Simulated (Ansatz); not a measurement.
## What a change does: single-point calculation on MnS

System: MnS (Fm-3m, 2 atoms in the cell).
Method of run A: Kohn-Sham DFT of a periodic cell, HSE06 form with a typed share of exact exchange, Ansatz PAW, spin-polarised (Ansatz 0.2.0).

The structure derives from an entry of the Crystallography Open Database. Text and figures count atoms from 1; the logs count them from 0 in places.

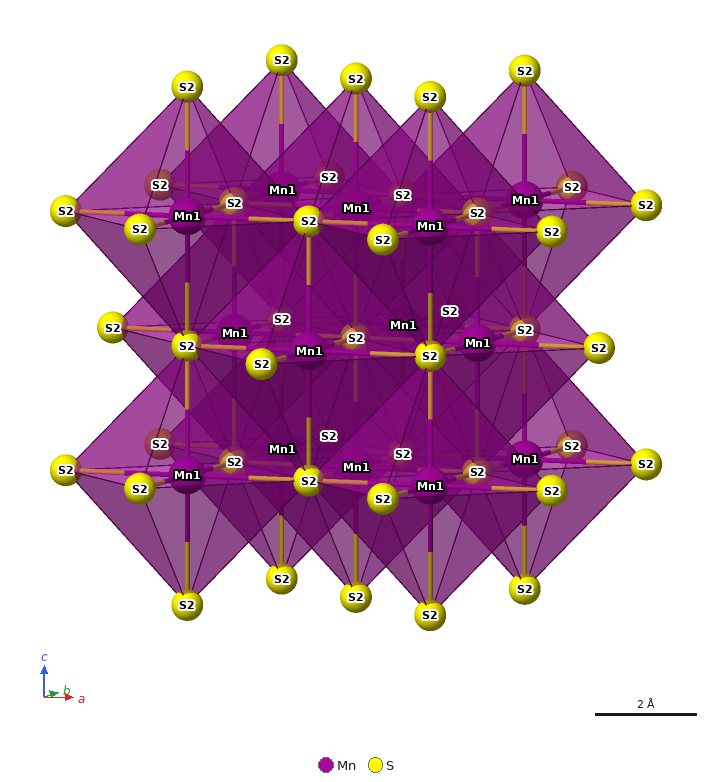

**Figure 1.** The structure (polyhedral view of the cell 4 times as large as that of the calculation, set on its symmetry axes, seen slightly off an axis; polyhedra are completed across the faces of the cell; atoms are numbered from 1 in the order of the input). An atom can appear more than once, as a periodic image.

### The input, run A
```yaml
crystal:
  lattice:
    - [0.0, 2.6045, 2.6045]
    - [2.6045, 0.0, 2.6045]
    - [2.6045, 2.6045, 0.0]
  atoms:
    - { symbol: Mn, position: [0.0, 0.0, 0.0], spin: 4.0 }
    - { symbol: S, position: [0.5, 0.5, 0.5] }
hamiltonian:
  xc:
    exchange: pbe
    correlation: pbe
    exx: { coeff: 0.15, omega: 0.2078699 }
  pseudopotentials: { kind: paw }
magnetization:
  spin_polarized: true
kpoints:
  mp_grid: { grid: [5, 5, 5] }
scf:
  occupations: { method: fermi_dirac, width: 0.05 }
output:
  forces: true
  stress: true
  eigenvalues: true
```

Command:
```bash
ansatz run input.yaml --threads 2 --pin off --max-ram 5632MiB --backend cpu --events-out ev --progress --plain --runs-dir out
```

Hardware: 2 threads of Arm Neoverse V1, 112 GiB of memory available, shared host.

### Output, shortened to warnings, some set-up lines, iterations and results (run A)
```
Warning: output.stress: scf.convergence.dr2_threshold = 1e-7 eV (the SCF's general default) is looser than the 2e-10 eV advised for a printed stress (1e-10 eV for each atom of the cell: 2). What an SCF threshold leaves in a stress goes as its square root, and in the free energy as the threshold itself, and one threshold admits the most on a small cell: of the crystals measured, under no hybrid …
Warning: output.stress: scf.exx.energy_threshold = 1e-6 eV is looser than the 2e-8 eV advised for a stress under a hybrid functional (1e-8 eV for each atom of the cell: 2). Every SCF of the exchange loop can meet its threshold on dr2 while the loop round them stops early: no threshold on dr2 bounds what that leaves in the stress. Set scf.exx.energy_threshold to 2e-8 eV or tighter. The threshold …
Basis set: ecut = 420 eV, 701 PW (Γ), exchange–correlation on 50×50×50 points (8 copies of the dense FFT grid, shifted against one another)
Symmetry: 48 space group operations
k-points: 10 of 125
Initial density: superposition of atomic densities (chi_scale 0.1, normalization cell, long waves kept (reshape's long-wave potential 0.00 eV rms))
[...]
SCF iter   1: F=—  HF=-4802.695065 eV  |F-HF|=—  |Δ(HF+E_count)|=         —  Δρ=8.79e-2 (↑7.17e-2 ↓8.79e-2)  dr2=9.41e0  dr2_m=5.30e-2  M=3.844 μB ∫|m|=3.844 μB  β_m=1.00  …
SCF iter   2: F=—  HF=-4801.795695 eV  |F-HF|=—  |Δ(HF+E_count)|=   8.99e-1  Δρ=3.81e-2 (↑3.81e-2 ↓3.11e-2)  dr2=1.20e-1  dr2_m=3.58e-1  M=4.300 μB ∫|m|=4.301 μB  β_m=1.00  …
SCF iter   3: F=—  HF=-4801.697378 eV  |F-HF|=—  |Δ(HF+E_count)|=   9.83e-2  Δρ=1.39e-2 (↑1.39e-2 ↓1.16e-2)  dr2=5.73e-2  dr2_m=3.54e-2  M=4.512 μB ∫|m|=4.512 μB  β_m=1.00  …
SCF iter   4: F=—  HF=-4801.720713 eV  |F-HF|=—  |Δ(HF+E_count)|=   2.33e-2  Δρ=4.82e-3 (↑4.82e-3 ↓3.87e-3)  dr2=1.79e-2  dr2_m=2.10e-3  M=4.552 μB ∫|m|=4.553 μB  β_m=0.30  …
SCF iter   5: F=—  HF=-4801.773664 eV  |F-HF|=—  |Δ(HF+E_count)|=   5.30e-2  Δρ=3.86e-3 (↑3.86e-3 ↓3.66e-3)  dr2=1.20e-2  dr2_m=1.85e-3  M=4.561 μB ∫|m|=4.562 μB  β_m=0.65  …
[... 17 lines ...]
SCF iter   2: F=—  HF=-4802.343903 eV  |F-HF|=—  |Δ(HF+E_count)|=   1.24e-6  Δρ=5.57e-5 (↑5.57e-5 ↓3.15e-5)  dr2=5.96e-7  dr2_m=4.49e-7  M=4.997 μB ∫|m|=4.997 μB  β_m=0.52  …
SCF iter   3: F=—  HF=-4802.343903 eV  |F-HF|=—  |Δ(HF+E_count)|=   1.34e-7  Δρ=1.00e-5 (↑1.00e-5 ↓8.42e-6)  dr2=5.19e-8  dr2_m=1.33e-8  M=4.997 μB ∫|m|=4.997 μB  β_m=0.55  …
SCF iter   4: F=—  HF=-4802.343903 eV  |F-HF|=—  |Δ(HF+E_count)|=   9.23e-9  Δρ=6.40e-6 (↑6.40e-6 ↓3.33e-6)  dr2=4.87e-9  dr2_m=6.47e-9  M=4.997 μB ∫|m|=4.997 μB  β_m=0.63  …
SCF iter   5: F=-4802.343903 eV  HF=-4802.343903 eV  |F-HF|=4.69e-9  |Δ(HF+E_count)|=   6.46e-9  Δρ=3.01e-6 (↑1.14e-6 ↓3.01e-6)  dr2=6.10e-9  dr2_m=7.27e-10  M=4.997 μB …
SCF 3 converged in 5 iterations: F = -4802.343903 eV  dr2 = 6.10e-9
  Residual-converged pass: ⟨swp⟩=2.0  Hψ=449  notcnv=0  max |occ|·‖R‖ = 2.4e-6 eV (tolerance 2.4e-6 eV)  dr2=6.11e-9  dr2_m=7.29e-10  dr2_onsite=6.46e-10  max |Δocc| = 3.3e-15
hybrid outer 2: dexx = +7.144e-7 eV, tail = 4.92e-8 eV, Δε = 8.16e-3 eV (about 2.31e-4 eV left of the loop's levels)
this state was not tested for a lower state beside it, because the functional holds exact exchange (a hybrid, or Hartree-Fock), whose exchange loop this test does not read (fock_operator); the stability check (scf.self_checks: high) cannot read this state: a pseudopotential is PAW: the check reads …
hybrid SCF converged: 2 outer / 11 inner (+13 warm-up), last move |dexx| = 7.14e-7 eV, tail = 4.92e-8 eV
Magnetization: 4.9969 μB (12.9985 up, 8.0015 down)
Absolute magnetization: 4.9969 μB (∫|ρ↑−ρ↓|, with the PAW one-centre terms)
Spin contamination: 0.0090 ħ² per cell (⟨S²⟩ above its minimum at these occupations)
Per-site moments (μB) at R_I (Å): [(4.462846335532669, 1.0743562500000001), (0.17509343010614387, 1.0743562500000001)]
Free energy (F): -4802.343903 eV
Frozen-core exchange: fock
Harris-Foulkes:  -4802.343903 eV  (|F-HF|=4.69e-9)
Internal energy: -4802.343107 eV  (E = F + TS)
E sigma→0 (E₀):  -4802.343505 eV
Entropy (-TS):   -0.000795 eV (-0.398 meV/atom)
Fermi energy:    10.187987 eV
--- Per-component energies (eV) ---
  E_band       = -328.663304
  E_kinetic    = 406.032419
  E_local      = -2456.611927  (includes V_loc(G=0)·N_el)
  E_nonlocal   = 283.033805
  E_hartree    = 1008.213405
  E_xc         = -183.342313
  E_vxc        = -201.456301  (∫ρ·V_xc dr)
  E_exx        = -46.989885  (= α·E_x^exact, valence–valence)
  E_paw        = -1887.388962  (= ΣΔE_a)
  E_vpaw       = -282.105930  (= ΣTr[D̂ρ^β])
  E_aug_tail   = -0.000008  (compensation charges beyond the density's cutoff)
  E_ewald      = -1925.114175
  E_core_change = -0.175467  (= ΣΔE_core)
  E_smearing   = -0.000795  (= −TS)
  E_closure    = 0.000000  (closes the sum)
  Σ components = -4802.343903   (vs F -4802.343903, Δ=9.09e-13)
--- Forces (eV/Å), atoms counted from 1 ---
  atom   1  Mn    -0.00000000    -0.00000000     0.00000000
  atom   2  S      0.00000000    -0.00000000     0.00000000
  max |Σ_I F_I| component: 3.16e-30 eV/Å
--- Stress (GPa, compression-positive) ---
        1.535033       0.000000       0.000000
        0.000000       1.535033       0.000000
       -0.000000       0.000000       1.535033
  P = ⅓ Tr σ = 1.5350 GPa (15.350 kbar)
```

For run B the input was changed thus:
```diff
-    exx: { coeff: 0.15, omega: 0.2078699 }
+    exx: { coeff: 0.25, omega: 0.2078699 }
```

What does this change do to the results?

The total energies belong to different methods, so their difference says nothing on which is more stable or more accurate. The gap on the mesh goes from 0.40 to 1.18 eV. The pressure goes from 1.54 to 1.88 GPa. The SCF takes 27 iterations against 24.

### Output, shortened to warnings, some set-up lines, iterations and results (run B)
```
Warning: output.stress: scf.convergence.dr2_threshold = 1e-7 eV (the SCF's general default) is looser than the 2e-10 eV advised for a printed stress (1e-10 eV for each atom of the cell: 2). What an SCF threshold leaves in a stress goes as its square root, and in the free energy as the threshold itself, and one threshold admits the most on a small cell: of the crystals measured, under no hybrid …
Warning: output.stress: scf.exx.energy_threshold = 1e-6 eV is looser than the 2e-8 eV advised for a stress under a hybrid functional (1e-8 eV for each atom of the cell: 2). Every SCF of the exchange loop can meet its threshold on dr2 while the loop round them stops early: no threshold on dr2 bounds what that leaves in the stress. Set scf.exx.energy_threshold to 2e-8 eV or tighter. The threshold …
Basis set: ecut = 420 eV, 701 PW (Γ), exchange–correlation on 50×50×50 points (8 copies of the dense FFT grid, shifted against one another)
Symmetry: 48 space group operations
k-points: 10 of 125
Initial density: superposition of atomic densities (chi_scale 0.1, normalization cell, long waves kept (reshape's long-wave potential 0.00 eV rms))
[...]
SCF iter   1: F=—  HF=-4802.694688 eV  |F-HF|=—  |Δ(HF+E_count)|=         —  Δρ=8.80e-2 (↑7.16e-2 ↓8.80e-2)  dr2=9.42e0  dr2_m=5.36e-2  M=3.842 μB ∫|m|=3.842 μB  β_m=1.00  …
SCF iter   2: F=—  HF=-4801.795521 eV  |F-HF|=—  |Δ(HF+E_count)|=   8.99e-1  Δρ=3.80e-2 (↑3.80e-2 ↓3.11e-2)  dr2=1.20e-1  dr2_m=3.57e-1  M=4.298 μB ∫|m|=4.298 μB  β_m=1.00  …
SCF iter   3: F=—  HF=-4801.697174 eV  |F-HF|=—  |Δ(HF+E_count)|=   9.83e-2  Δρ=1.39e-2 (↑1.39e-2 ↓1.16e-2)  dr2=5.68e-2  dr2_m=3.57e-2  M=4.510 μB ∫|m|=4.510 μB  β_m=1.00  …
SCF iter   4: F=—  HF=-4801.720117 eV  |F-HF|=—  |Δ(HF+E_count)|=   2.29e-2  Δρ=4.88e-3 (↑4.88e-3 ↓3.93e-3)  dr2=1.83e-2  dr2_m=2.16e-3  M=4.552 μB ∫|m|=4.552 μB  β_m=0.30  …
SCF iter   5: F=—  HF=-4801.773058 eV  |F-HF|=—  |Δ(HF+E_count)|=   5.29e-2  Δρ=3.92e-3 (↑3.92e-3 ↓3.70e-3)  dr2=1.22e-2  dr2_m=1.90e-3  M=4.561 μB ∫|m|=4.561 μB  β_m=0.65  …
[... 21 lines ...]
SCF iter   6: F=-4802.813471 eV  HF=-4802.813471 eV  |F-HF|=8.73e-11  |Δ(HF+E_count)|=   4.45e-9  Δρ=7.33e-7 (↑7.33e-7 ↓6.96e-7)  dr2=1.78e-10  dr2_m=8.92e-11  M=5.000 μB …
SCF 3 converged in 6 iterations: F = -4802.813471 eV  dr2 = 1.78e-10
SCF iter   1: F=—  HF=-4802.813472 eV  |F-HF|=—  |Δ(HF+E_count)|=         —  Δρ=4.90e-6 (↑4.90e-6 ↓2.52e-6)  dr2=7.65e-9  dr2_m=2.20e-9  M=5.000 μB ∫|m|=5.000 μB  β_m=0.30  …
SCF iter   2: F=-4802.813472 eV  HF=-4802.813472 eV  |F-HF|=1.35e-9  |Δ(HF+E_count)|=   9.74e-9  Δρ=4.63e-6 (↑4.63e-6 ↓1.57e-6)  dr2=4.69e-9  dr2_m=2.12e-9  M=5.000 μB …
SCF 4 converged in 2 iterations: F = -4802.813472 eV  dr2 = 4.69e-9
  Residual-converged pass: ⟨swp⟩=2.4  Hψ=531  notcnv=0  max |occ|·‖R‖ = 2.3e-6 eV (tolerance 2.4e-6 eV)  dr2=4.72e-9  dr2_m=2.13e-9  dr2_onsite=3.06e-9  max |Δocc| = 3.1e-22
hybrid outer 3: dexx = +6.404e-9 eV, tail = 1.98e-8 eV, Δε = 5.41e-4 eV (about 2.33e-4 eV left of the loop's levels), ΔF = 2.20e-29 eV/Å (tail inf)
this state was not tested for a lower state beside it, because the functional holds exact exchange (a hybrid, or Hartree-Fock), whose exchange loop this test does not read (fock_operator); the stability check (scf.self_checks: high) cannot read this state: a pseudopotential is PAW: the check reads …
hybrid SCF converged: 3 outer / 14 inner (+13 warm-up), last move |dexx| = 6.40e-9 eV, tail = 1.98e-8 eV
Magnetization: 5.0000 μB (13.0000 up, 8.0000 down)
Absolute magnetization: 5.0000 μB (∫|ρ↑−ρ↓|, with the PAW one-centre terms)
Spin contamination: 0.0084 ħ² per cell (⟨S²⟩ above its minimum at these occupations)
Per-site moments (μB) at R_I (Å): [(4.513183790151977, 1.0743562500000001), (0.15259816649986988, 1.0743562500000001)]
Free energy (F): -4802.813472 eV
Frozen-core exchange: fock
Harris-Foulkes:  -4802.813472 eV  (|F-HF|=1.35e-9)
Internal energy: -4802.813471 eV  (E = F + TS)
E sigma→0 (E₀):  -4802.813471 eV
Entropy (-TS):   -0.000001 eV (-0.000 meV/atom)
Fermi energy:    10.195291 eV
--- Per-component energies (eV) ---
  E_band       = -349.491772
  E_kinetic    = 406.031366
  E_local      = -2457.387665  (includes V_loc(G=0)·N_el)
  E_nonlocal   = 283.962524
  E_hartree    = 1008.959778
  E_xc         = -166.819529
  E_vxc        = -182.850270  (∫ρ·V_xc dr)
  E_exx        = -78.523934  (= α·E_x^exact, valence–valence)
  E_paw        = -1873.631916  (= ΣΔE_a)
  E_vpaw       = -260.115684  (= ΣTr[D̂ρ^β])
  E_aug_tail   = -0.000008  (compensation charges beyond the density's cutoff)
  E_ewald      = -1925.114175
  E_core_change = -0.289911  (= ΣΔE_core)
  E_smearing   = -0.000001  (= −TS)
  E_closure    = 0.000000  (closes the sum)
  Σ components = -4802.813472   (vs F -4802.813472, Δ=-9.09e-13)
--- Forces (eV/Å), atoms counted from 1 ---
  atom   1  Mn    -0.00000000    -0.00000000     0.00000000
  atom   2  S      0.00000000    -0.00000000    -0.00000000
  max |Σ_I F_I| component: 1.95e-29 eV/Å
--- Stress (GPa, compression-positive) ---
        1.882949       0.000000       0.000000
       -0.000000       1.882949      -0.000000
        0.000000      -0.000000       1.882949
  P = ⅓ Tr σ = 1.8829 GPa (18.829 kbar)
```

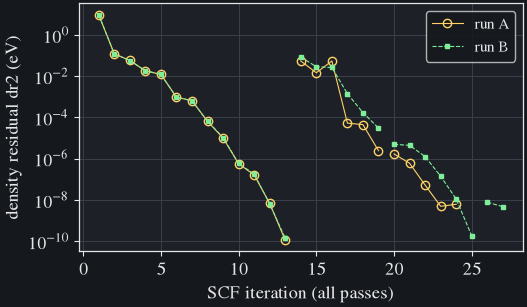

**Figure 2.** Convergence of the two runs: density residual dr2 against the SCF iteration. A break in a curve parts two SCF passes. Run A takes 24 iterations in all, and run B takes 27.

### The two runs side by side

```csv
quantity,run A,run B
outcome,converged,converged
free energy per atom (eV),−2401.1720,−2401.4067
gap on the mesh (eV),0.40,1.18
net moment of the cell (μB),5.00,5.00
absolute moment of the cell (μB),5.00,5.00
pressure (GPa),1.54,1.88
largest force (eV/Å),0.000,0.000
SCF iterations,24,27
irreducible k-points,10,10
plane waves at Γ,701,701
wall time (shared host),22 s,24 s
```

For both runs: Warnings: the state was not tested for a lower one; the exchange loop's threshold is looser than advised for the stress; the SCF threshold is looser than advised for the printed stress. Points of doubt noted for this run: state may lie high.
